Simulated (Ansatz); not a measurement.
Geometry relaxation, with input and output: Ta (part 1 of 2)

Ta (slab, 4 atoms in the cell), computed with DFT PBEsol, scalar-relativistic, plane waves, PAW, no spin polarisation (Ansatz 0.2.0).

The structure derives from an entry of the Crystallography Open Database. The input holds or restrains some coordinates. Figures and captions count atoms from 1; the log counts them from 0 in places.

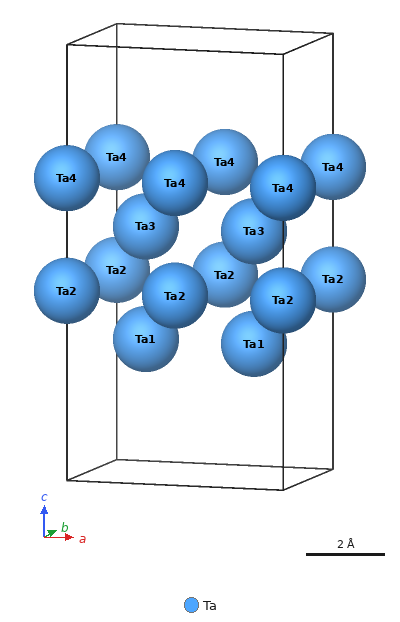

**Figure 1.** The input geometry (spheres-only view of the 2 × 1 repeat of the cell, with the vacuum cut short, seen slightly off an axis; atoms are numbered from 1 in the order of the input).

Key numbers:

| quantity | value |
| --- | --- |
| outcome | converged under the restraints of the input |
| electrons treated | 52 |
| free energy | −39220.6939 eV |
| work function, top face | 3.96 eV |
| work function, bottom face | 3.76 eV |
| Fermi energy | 3.507 eV |
| gap on the k-point mesh | none (metallic) |
| final volume | 227.21 Å³ |
| work function (upper face) | 3.96 eV |
| largest force (length of the vector) at the end, held atoms and coordinates included | 1.757 eV/Å |
| hardware | 1 thread of Arm Neoverse V2, 24 GiB of memory available, shared host |
| wall time | 59 s |
| peak memory | 0.44 GiB |

Spin–orbit coupling is left out, which matters for Ta.

Input:
```yaml
crystal:
  lattice:
    - [2.9525883345, 0.0, 0.0]
    - [0.0, 4.1755904667, 0.0]
    - [0.0, 0.0, 18.4288825017]
  atoms:
    - { symbol: Ta, position: [0.5, 0.5, 0.3798385496] }
    - { symbol: Ta, position: [0.0, 0.0, 0.4599461832] }
    - { symbol: Ta, position: [0.5, 0.5, 0.5400538168] }
    - { symbol: Ta, position: [0.0, 0.0, 0.6201614504] }
basis:
  ecutwfc: 420
kpoints:
  mp_grid: { grid: [10, 7, 1] }
hamiltonian:
  xc: pbesol
scf:
  occupations: { method: gaussian, width: 0.1 }
output:
  forces: true
  eigenvalues: true
relax:
  adjacent_minimum: "off"
  f_tol: 0.03
  max_steps: 50
  constraints: [{ sites: [0, 1] }]
efield:
  axis: 3
  dipole_correction: true
  ramp_width: 0.04
```

Launched with:
```bash
ansatz run input.yaml --threads 1 --pin off --max-ram 3072MiB --backend cpu --events-out ev --progress --plain --runs-dir out
```

The program's output:
```
Engine: ansatz 0.2.0, aarch64-unknown-linux-gnu
Pseudopotentials: kind: paw
Pseudopotential: Ta, paw, valence charge 13, recommended cutoff 420 eV (normal), Ta.paw.azcp
Functional definition: PBEsol
  exchange = pbesol_x
  correlation = pbesol_c
Crystal: 4 atoms, lattice volume = 227.206 Å³
Basis set: ecut = 420 eV, 4393 PW (Γ), exchange–correlation on 40×60×250 points (8 copies of the dense FFT grid, shifted against one another)
Bands: 32, of which v1, the nominal top of the filled ones, is band 26 counted from 1 (25 counted from 0)
Symmetry: 4 space group operations
k-points: 24 of 70
Non-local potential: Ta, projectors of the file, l = 0: 3, l = 1: 2, l = 2: 2, l = 3: 1
PAW form: soft (Blöchl's): semilocal exchange-correlation on the pseudo side does not see the compensation charge
PAW frozen core: Ta, regenerated for the run's functional, and the local potential with it (the file was generated under x = pbe(κ = 0.804, μ = 0.2195149727645171), c = pbe(β = 0.06672455060314922))
PAW one-centre angular grid: Ta, 590 points (default); XC on 64 Gauss nodes
Initial density: superposition of atomic densities (neutral atoms: chi_scale 0, normalization atom), corrected by the library's trained network
Initial wavefunctions: pseudopotential atomic-orbital guess
Functional: x = pbesol(κ = 0.804, μ = 0.12345679012345678), c = pbesol(β = 0.046)
SCF iter   1: F=—  HF=-39220.511592 eV  |F-HF|=—  |Δ(HF+E_count)|=         —  Δρ=3.75e-3  dr2=4.56e-2  ethr=1.77e-3  p=0.000 e·Å  D=4.39e-14 V/Å  ΔV_dip=-0.00 eV  dr2_dipole=1.99e-7  V_vac-E_F(+/−)=3.98/3.97 eV  ⟨swp⟩=7.9  Hψ=3673  notcnv=0
efield: sawtooth ramp at fractional position 0.9800 (placed from the atoms, in the widest stretch of the axis that holds none; the zero of the levels goes with the place), width 0.0400; the density the first Hamiltonian is built on has a dipole p = 0.000 e·Å; the dipole correction subtracts the counter field D = 4.39e-14 V/Å, which shifts the + side's vacuum level by -0.00 eV against the − side's; the planar-averaged density in the ramp window peaks in size at 1.4e-4 e/Å³
preconditioner: auto → LDOS  [metal: Δε(μ)=0.031 eV  Ē_g=3.234 eV  σ=0.100 eV  W_gap=0.17  n_scr=32 (ndim 8)  ℏωp=11.0 eV  f_vac=0.545  D(μ)=6.47/eV (n_scr^D=40)  β→1.0]
SCF iter   2: F=—  HF=-39220.506653 eV  |F-HF|=—  |Δ(HF+E_count)|=   4.94e-3  Δρ=1.46e-3  dr2=5.06e-3  ethr=8.77e-5  p=-0.000 e·Å  D=-4.86e-5 V/Å  ΔV_dip=0.00 eV  dr2_dipole=1.80e-7  V_vac-E_F(+/−)=3.92/3.92 eV  ⟨swp⟩=2.1  Hψ=1301  notcnv=0  defer=4
SCF iter   3: F=—  HF=-39220.507026 eV  |F-HF|=—  |Δ(HF+E_count)|=   3.72e-4  Δρ=5.26e-4  dr2=2.02e-3  ethr=9.73e-6  p=-0.000 e·Å  D=-1.54e-5 V/Å  ΔV_dip=0.00 eV  dr2_dipole=8.15e-9  V_vac-E_F(+/−)=3.91/3.91 eV  ⟨swp⟩=2.6  Hψ=1360  notcnv=0  defer=4
SCF iter   4: F=—  HF=-39220.506915 eV  |F-HF|=—  |Δ(HF+E_count)|=   1.11e-4  Δρ=2.37e-4  dr2=2.63e-4  ethr=3.88e-6  p=-0.000 e·Å  D=-1.11e-5 V/Å  ΔV_dip=0.00 eV  dr2_dipole=1.62e-8  V_vac-E_F(+/−)=3.87/3.87 eV  ⟨swp⟩=1.9  Hψ=818  notcnv=0  defer=4
SCF iter   5: F=—  HF=-39220.506916 eV  |F-HF|=—  |Δ(HF+E_count)|=   1.01e-6  Δρ=6.21e-5  dr2=2.75e-5  ethr=5.06e-7  p=-0.000 e·Å  D=-2.00e-6 V/Å  ΔV_dip=0.00 eV  dr2_dipole=6.77e-9  V_vac-E_F(+/−)=3.86/3.86 eV  ⟨swp⟩=2.0  Hψ=978  notcnv=0  defer=4
SCF iter   6: F=-39220.506920 eV  HF=-39220.506920 eV  |F-HF|=2.04e-7  |Δ(HF+E_count)|=   4.05e-6  Δρ=1.69e-5  dr2=1.24e-6  ethr=4.33e-8  p=-0.000 e·Å  D=-1.92e-6 V/Å  ΔV_dip=0.00 eV  dr2_dipole=1.39e-10  V_vac-E_F(+/−)=3.85/3.85 eV  ⟨swp⟩=11.2  Hψ=3785  notcnv=0
SCF 1 converged in 6 iterations: F = -39220.506920 eV  dr2 = 1.24e-6
  greatest PAW one-centre occupation: 1.000 electrons in one spin orbital (limit 2), on the Ta atom at site 2 (counted from 0), in its partial waves of l = 0
relax step   1: F+E_penalty+E_count = -39220.50692013 eV  Δ(F+E_penalty+E_count) = +0.000e0 eV  max|allowed force component| = 1.359e0 eV/Å  Δτ_max = 0.0000 Å  (6 SCF iters, dr2 threshold 2.25e-5 eV, accepted)
Initial density: handed on by an earlier stage of this run
Initial wavefunctions: those handed on with the density
iter 1 solved again at ethr=3.06e-3 eV; its pass at ethr=3.10e-3 eV (dr2=1.59e0 eV) is discarded
SCF iter   1: F=—  HF=-39220.746712 eV  |F-HF|=—  |Δ(HF+E_count)|=         —  Δρ=1.14e-2  dr2=1.91e0  ethr=3.06e-3  p=-0.000 e·Å  D=-2.17e-6 V/Å  ΔV_dip=0.00 eV  dr2_dipole=5.80e-1  V_vac-E_F(+/−)=3.92/3.92 eV  ⟨swp⟩=1.3  Hψ=3362  notcnv=0  defer=9
efield: sawtooth ramp at fractional position 0.9800 (handed on by an earlier solve), width 0.0400; the density the first Hamiltonian is built on has a dipole p = -0.000 e·Å; the dipole correction subtracts the counter field D = -2.17e-6 V/Å, which shifts the + side's vacuum level by +0.00 eV against the − side's; the planar-averaged density in the ramp window peaks in size at 7.7e-6 e/Å³
preconditioner: auto → LDOS  [metal: Δε(μ)=0.082 eV  Ē_g=3.358 eV  σ=0.100 eV  W_gap=0.42  n_scr=32 (ndim 8)  ℏωp=11.0 eV  f_vac=0.558  D(μ)=4.17/eV (n_scr^D=24)  β→1.0]
SCF iter   2: F=—  HF=-39220.663729 eV  |F-HF|=—  |Δ(HF+E_count)|=   8.30e-2  Δρ=3.98e-3  dr2=1.47e-1  ethr=3.06e-3  p=-0.016 e·Å  D=-1.28e-2 V/Å  ΔV_dip=0.24 eV  dr2_dipole=1.92e-2  V_vac-E_F(+/−)=3.92/3.68 eV  ⟨swp⟩=2.4  Hψ=1036  notcnv=0  defer=9
SCF iter   3: F=—  HF=-39220.650813 eV  |F-HF|=—  |Δ(HF+E_count)|=   1.29e-2  Δρ=1.27e-3  dr2=1.37e-2  ethr=2.83e-4  p=-0.017 e·Å  D=-1.39e-2 V/Å  ΔV_dip=0.26 eV  dr2_dipole=8.34e-4  V_vac-E_F(+/−)=4.02/3.76 eV  ⟨swp⟩=2.1  Hψ=1295  notcnv=0  defer=11
SCF iter   4: F=—  HF=-39220.649024 eV  |F-HF|=—  |Δ(HF+E_count)|=   1.79e-3  Δρ=3.00e-4  dr2=1.29e-3  ethr=2.64e-5  p=-0.018 e·Å  D=-1.40e-2 V/Å  ΔV_dip=0.26 eV  dr2_dipole=5.20e-4  V_vac-E_F(+/−)=4.00/3.74 eV  ⟨swp⟩=2.2  Hψ=1190  notcnv=0  defer=13
SCF iter   5: F=-39220.649024 eV  HF=-39220.649026 eV  |F-HF|=2.14e-6  |Δ(HF+E_count)|=   2.52e-6  Δρ=8.85e-5  dr2=2.80e-5  ethr=1.92e-7  p=-0.019 e·Å  D=-1.50e-2 V/Å  ΔV_dip=0.28 eV  dr2_dipole=2.41e-7  V_vac-E_F(+/−)=4.01/3.74 eV  ⟨swp⟩=11.2  Hψ=4456  notcnv=0
SCF 2 converged in 5 iterations: F = -39220.649024 eV  dr2 = 2.80e-5
  greatest PAW one-centre occupation: 1.000 electrons in one spin orbital (limit 2), on the Ta atom at site 3 (counted from 0), in its partial waves of l = 0
relax step   2: F+E_penalty+E_count = -39220.64902391 eV  Δ(F+E_penalty+E_count) = -1.421e-1 eV  max|allowed force component| = 9.031e-1 eV/Å  Δτ_max = 0.1949 Å  (5 SCF iters, dr2 threshold 1.00e-4 eV, accepted)
iter 1 solved again at ethr=1.08e-3 eV; its pass at ethr=3.10e-3 eV (dr2=5.63e-1 eV) is discarded
SCF iter   1: F=—  HF=-39220.712215 eV  |F-HF|=—  |Δ(HF+E_count)|=         —  Δρ=4.72e-3  dr2=5.17e-1  ethr=1.08e-3  p=-0.019 e·Å  D=-1.50e-2 V/Å  ΔV_dip=0.28 eV  dr2_dipole=1.87e-1  V_vac-E_F(+/−)=4.00/3.73 eV  ⟨swp⟩=1.1  Hψ=2716  notcnv=0  defer=12
efield: sawtooth ramp at fractional position 0.9800 (handed on by an earlier solve), width 0.0400; the density the first Hamiltonian is built on has a dipole p = -0.019 e·Å; the dipole correction subtracts the counter field D = -1.50e-2 V/Å, which shifts the + side's vacuum level by +0.28 eV against the − side's; the planar-averaged density in the ramp window peaks in size at 8.9e-6 e/Å³
preconditioner: auto → LDOS  [metal: Δε(μ)=0.017 eV  Ē_g=3.328 eV  σ=0.100 eV  W_gap=0.10  n_scr=32 (ndim 8)  ℏωp=11.0 eV  f_vac=0.555  D(μ)=5.30/eV (n_scr^D=30)  β→1.0]
SCF iter   2: F=—  HF=-39220.695553 eV  |F-HF|=—  |Δ(HF+E_count)|=   1.67e-2  Δρ=1.72e-3  dr2=3.09e-2  ethr=9.94e-4  p=-0.012 e·Å  D=-9.20e-3 V/Å  ΔV_dip=0.17 eV  dr2_dipole=7.05e-4  V_vac-E_F(+/−)=3.93/3.76 eV  ⟨swp⟩=2.0  Hψ=834  notcnv=0  defer=12
SCF iter   3: F=—  HF=-39220.692709 eV  |F-HF|=—  |Δ(HF+E_count)|=   2.84e-3  Δρ=6.70e-4  dr2=6.63e-3  ethr=5.94e-5  p=-0.013 e·Å  D=-1.01e-2 V/Å  ΔV_dip=0.19 eV  dr2_dipole=5.15e-4  V_vac-E_F(+/−)=3.95/3.77 eV  ⟨swp⟩=2.5  Hψ=1154  notcnv=0  defer=12
SCF iter   4: F=—  HF=-39220.692214 eV  |F-HF|=—  |Δ(HF+E_count)|=   4.95e-4  Δρ=1.55e-4  dr2=3.22e-4  ethr=1.27e-5  p=-0.012 e·Å  D=-9.92e-3 V/Å  ΔV_dip=0.18 eV  dr2_dipole=8.84e-5  V_vac-E_F(+/−)=3.95/3.76 eV  ⟨swp⟩=1.8  Hψ=894  notcnv=0  defer=12
SCF iter   5: F=-39220.692188 eV  HF=-39220.692203 eV  |F-HF|=1.51e-5  |Δ(HF+E_count)|=   1.05e-5  Δρ=3.89e-5  dr2=1.48e-5  ethr=9.80e-8  p=-0.012 e·Å  D=-9.87e-3 V/Å  ΔV_dip=0.18 eV  dr2_dipole=4.23e-6  V_vac-E_F(+/−)=3.95/3.76 eV  ⟨swp⟩=10.8  Hψ=4355  notcnv=0
SCF 3 converged in 5 iterations: F = -39220.692188 eV  dr2 = 1.48e-5
relax step   3: F+E_penalty+E_count = -39220.69218803 eV  Δ(F+E_penalty+E_count) = -4.316e-2 eV  max|allowed force component| = 1.604e-1 eV/Å  Δτ_max = 0.0956 Å  (5 SCF iters, dr2 threshold 5.10e-5 eV, accepted)
SCF iter   1: F=—  HF=-39220.694193 eV  |F-HF|=—  |Δ(HF+E_count)|=         —  Δρ=6.95e-4  dr2=6.70e-3  ethr=2.43e-4  p=-0.012 e·Å  D=-9.87e-3 V/Å  ΔV_dip=0.18 eV  dr2_dipole=2.21e-3  V_vac-E_F(+/−)=3.95/3.77 eV  ⟨swp⟩=2.0  Hψ=1245  notcnv=0  defer=10
efield: sawtooth ramp at fractional position 0.9800 (handed on by an earlier solve), width 0.0400; the density the first Hamiltonian is built on has a dipole p = -0.012 e·Å; the dipole correction subtracts the counter field D = -9.87e-3 V/Å, which shifts the + side's vacuum level by +0.18 eV against the − side's; the planar-averaged density in the ramp window peaks in size at 9.1e-6 e/Å³
preconditioner: auto → LDOS  [metal: Δε(μ)=0.040 eV  Ē_g=3.327 eV  σ=0.100 eV  W_gap=0.22  n_scr=32 (ndim 8)  ℏωp=11.0 eV  f_vac=0.556  D(μ)=4.90/eV (n_scr^D=24)  β→1.0]
SCF iter   2: F=—  HF=-39220.694048 eV  |F-HF|=—  |Δ(HF+E_count)|=   1.46e-4  Δρ=2.69e-4  dr2=4.28e-4  ethr=1.29e-5  p=-0.013 e·Å  D=-1.04e-2 V/Å  ΔV_dip=0.19 eV  dr2_dipole=3.66e-7  V_vac-E_F(+/−)=3.95/3.76 eV  ⟨swp⟩=2.0  Hψ=1049  notcnv=0  defer=10
SCF iter   3: F=—  HF=-39220.693937 eV  |F-HF|=—  |Δ(HF+E_count)|=   1.11e-4  Δρ=1.05e-4  dr2=8.63e-5  ethr=8.23e-7  p=-0.014 e·Å  D=-1.08e-2 V/Å  ΔV_dip=0.20 eV  dr2_dipole=5.77e-7  V_vac-E_F(+/−)=3.96/3.76 eV  ⟨swp⟩=2.9  Hψ=1386  notcnv=0  defer=10
SCF iter   4: F=—  HF=-39220.693923 eV  |F-HF|=—  |Δ(HF+E_count)|=   1.36e-5  Δρ=2.27e-5  dr2=5.26e-6  ethr=1.66e-7  p=-0.014 e·Å  D=-1.08e-2 V/Å  ΔV_dip=0.20 eV  dr2_dipole=2.27e-6  V_vac-E_F(+/−)=3.96/3.76 eV  ⟨swp⟩=2.2  Hψ=1132  notcnv=0  defer=10
SCF iter   5: F=-39220.693923 eV  HF=-39220.693923 eV  |F-HF|=2.40e-7  |Δ(HF+E_count)|=   1.71e-7  Δρ=7.39e-6  dr2=2.88e-7  ethr=3.09e-9  p=-0.014 e·Å  D=-1.09e-2 V/Å  ΔV_dip=0.20 eV  dr2_dipole=9.96e-8  V_vac-E_F(+/−)=3.96/3.76 eV  ⟨swp⟩=10.4  Hψ=3656  notcnv=0
SCF 4 converged in 5 iterations: F = -39220.693923 eV  dr2 = 2.88e-7
relax step   4: F+E_penalty+E_count = -39220.69392314 eV  Δ(F+E_penalty+E_count) = -1.735e-3 eV  max|allowed force component| = 8.661e-3 eV/Å  Δτ_max = 0.0124 Å  (5 SCF iters, dr2 threshold 1.61e-6 eV, accepted)
iter 1 solved again at ethr=5.58e-10 eV; its pass at ethr=3.10e-3 eV (dr2=2.90e-7 eV) is discarded
```
